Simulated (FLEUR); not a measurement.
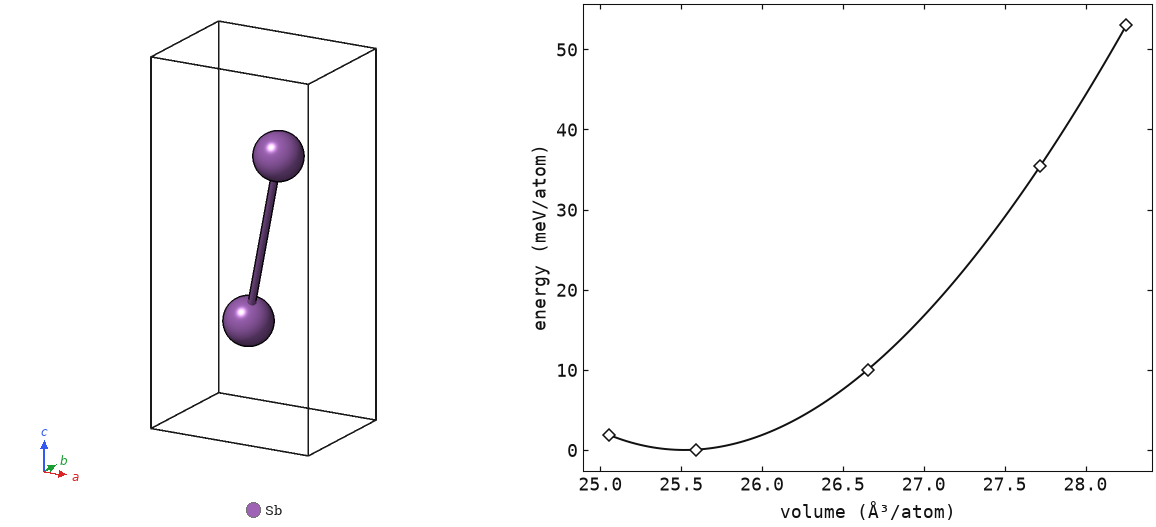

The plot gives the computed energy against volume for Sb, space group P6_3/mmc (No. 194). The conventional cell is drawn beside the plot.

Cell as given: a = 3.355 Å, b = 3.355 Å, c = 5.470 Å, α = 90.00°, β = 90.00°, γ = 120.00°; 2 atoms.

How it was computed, with FLEUR MaX-R8.1 (later development tree): all-electron LAPW DFT, no spin polarisation; energies at scaled volumes of the given cell, shape and fractions fixed, counted from the fit's minimum, third-order Birch-Murnaghan fit. Level: LDA.

- k mesh: 9×9×5
- occupations: Fermi–Dirac
- smearing width: 0.05 eV
- potentials: all electron
- program settings: basis FLAPW, kmax 4.1 1/bohr

> What equilibrium volume and bulk modulus follow from the curve?

A third-order Birch–Murnaghan fit gives V0 = 25.52 Å³/atom, B0 = 68.5 GPa and B′ = 3.9.

Limits of the calculation: shape and atomic fractions are frozen while scaling, which makes layered, chain and framework solids too stiff.

The computed values:

```csv
volume (Å³/atom),energy (meV/atom)
25.05,1.87
25.59,0.03
26.65,10.04
27.72,35.45
28.25,53.05
```
